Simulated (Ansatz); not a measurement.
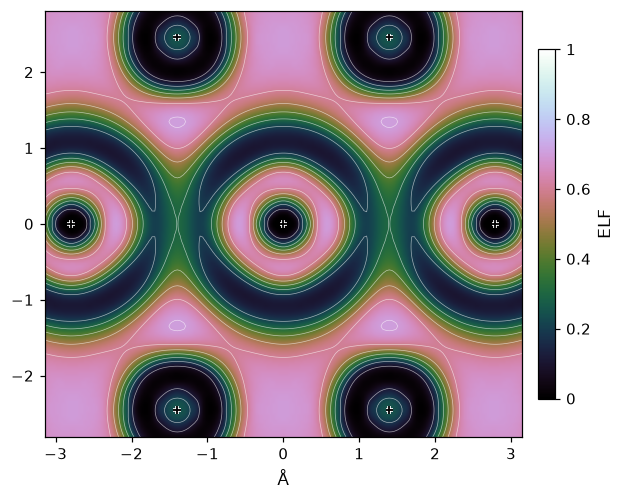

The ELF on a plane through atoms (crosses mark nuclei in the plane).

Method: DFT PBEsol, scalar-relativistic, plane waves, PAW (Ansatz 0.2.0).

Candidates:
A. Ga$_{3}$Sb, a = 4.26 Å, b = 4.26 Å, c = 9.09 Å, α = 90.00°, β = 90.00°, γ = 90.00°. Space group I4/mmm; a structure from a database of computed crystals, not necessarily the ambient phase.
B. TiAl, a = 2.79 Å, b = 2.79 Å, c = 4.04 Å, α = 90.00°, β = 90.00°, γ = 90.00°. Space group P4/mmm; a structure from a database of computed crystals, not necessarily the ambient phase; computed without spin polarisation.
C. Cu, a = 2.52 Å, b = 2.52 Å, c = 4.12 Å, α = 90.00°, β = 90.00°, γ = 120.00°. Space group P6₃/mmc; computed without spin polarisation.

Question: Which system is this?

Answer: Candidate B: TiAl on the (011) plane of the conventional cell, which holds Ti and Al. Ti–Ti (2.79 Å): the ELF is about 0.30 at the midpoint. Al–Al (2.79 Å): the ELF peaks at about 0.70 between the atoms.
